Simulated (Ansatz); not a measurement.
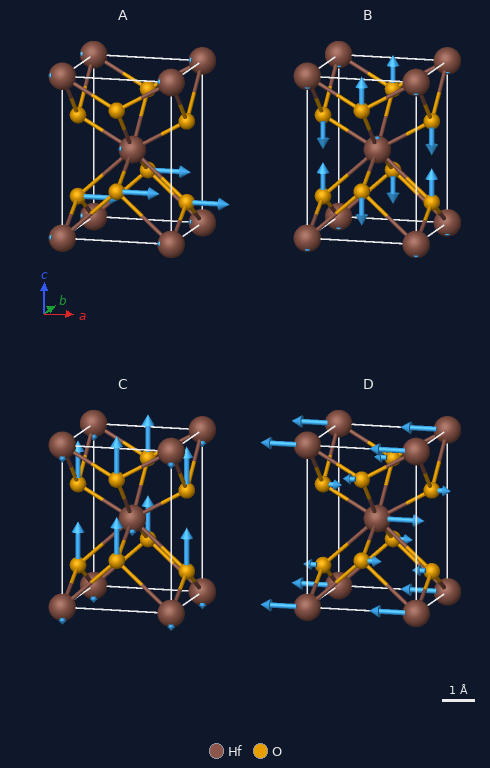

Four optical modes of crystalline HfO₂ at the zone centre, in no order (one member of each degenerate set). The blue arrows give the relative displacements of the atoms. A ball-and-stick model of the cell of the calculation, seen slightly off an axis.

Computed with DFT PBE, scalar-relativistic, plane waves, PAW in Ansatz 0.2.0. Settings: plane-wave cutoff 420 eV; k-point mesh 6 × 6 × 4; occupations gaussian; smearing width 0.05 eV; no spin polarisation.

Frequencies are those without the non-analytic (LO–TO) term.

**Rank the modes by frequency, softest first.**

A (23 cm⁻¹), D (93 cm⁻¹), C (305 cm⁻¹), B (573 cm⁻¹). A, E_u: All motion is along a; the kinetic energy is shared as O 92 %, Hf 8 %. D, E_g: All motion is along a; atoms of one kind move against one another, with no net shift of any sublattice; the kinetic energy is shared as Hf 98 %, O 2 %. C, A₂u: The O sublattice moves against the Hf sublattice, along c; the kinetic energy is shared as O 85 %, Hf 15 %. B, B₁g: All motion is along c; atoms of one kind move against one another, with no net shift of any sublattice; the kinetic energy is shared as O 95 %, Hf 5 %.
